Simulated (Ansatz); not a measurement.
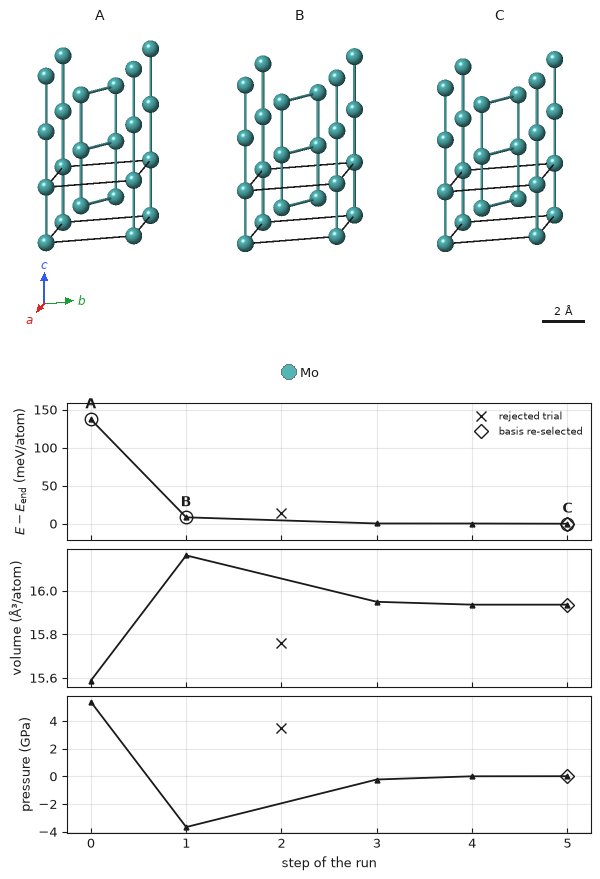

Frames of a relaxation of solid Mo (a generated structure, set up in P6/mmm), marked on the history of the run. The picture is a ball-and-stick view of the cell of the calculation, repeated 1 × 1 × 3 with one cell outlined, seen slightly off an axis.

Phase: omega (AlB2-type).

All numbers below come from DFT, r2SCAN, plane waves (500 eV) with PAW, scalar-relativistic (Ansatz 0.2.0).

Input
```yaml
crystal:
  lattice:
    - [4.4494349246, 0.0, 0.0]
    - [-2.2247174623, 3.8533236772, 0.0]
    - [0.0, 0.0, 2.7275036088]
  atoms:
    - { symbol: Mo, position: [0.0, 0.0, 0.0] }
    - { symbol: Mo, position: [0.3333333333, 0.6666666667, 0.5] }
    - { symbol: Mo, position: [0.6666666667, 0.3333333333, 0.5] }
hamiltonian:
  xc: r2scan
  pseudopotentials:
    kind: paw
    azcp:
      Mo: "pseudopotentials/Mo.paw.azcp"
basis:
  ecutwfc: 500
  fft_grid_basis: typed
kpoints:
  mp_grid: { grid: [8, 8, 11], shift: [0, 0, 0] }
magnetization:
  spin_polarized: false
scf:
  occupations: { method: fermi_dirac, width: 0.1 }
relax:
  max_steps: 60
  f_tol: 0.01
  cell: {}
```

Run as
```bash
ansatz run input.yaml --threads 1 --pin off --max-ram 3584MiB --backend cpu --events-out ev --progress --plain --runs-dir out
```

**Describe the path.**

The energy falls by 137 meV per atom in 3 accepted moves (5 points after the start). All forces vanish by symmetry, so only the cell relaxes. The pressure goes from 5.38 to 0.02 GPa. The line search rejected the trial step at point 2 of the run. The SCF was repeated once at an unchanged geometry on a basis and grid sized afresh for the cell, which shifted the energy by 0.3 meV per atom at most. No atom moves by more than 0.005 Å relative to the cell. The volume changes by +2.2 %, with a = b 4.449 → 4.655 Å (+4.6 %), c 2.728 → 2.548 Å (−6.6 %). Near-neighbour distances that change, for instance: Mo1–Mo1 2.728 → 2.548 Å, Mo2–Mo3 2.569 → 2.688 Å, Mo1–Mo2 2.908 → 2.974 Å. The space group stays P6/mmm (No. 191). Cost: 67 s on 1 thread of Intel(R) Xeon(R) Platinum 8259CL CPU @ 2.50GHz (Skylake/Cascade Lake) (shared host), peak memory 0.67 GiB. From step 0 to 1: volume +3.7 %, energy −129 meV per atom. From step 1 to 5: volume −1.4 %, energy −8.4 meV per atom.

| step | E − E(0), meV/atom | pressure, GPa | volume, Å³/atom | note |
| --- | --- | --- | --- | --- |
| 0 | 0.00 | 5.38 | 15.588 |  |
| 1 | -128.84 | -3.66 | 16.163 |  |
| 2 | -123.08 | 3.51 | 15.763 | rejected |
| 3 | -136.93 | -0.22 | 15.950 |  |
| 4 | -136.98 | 0.01 | 15.937 |  |
| 5 | -137.26 | 0.02 | 15.937 | same geometry, new basis |
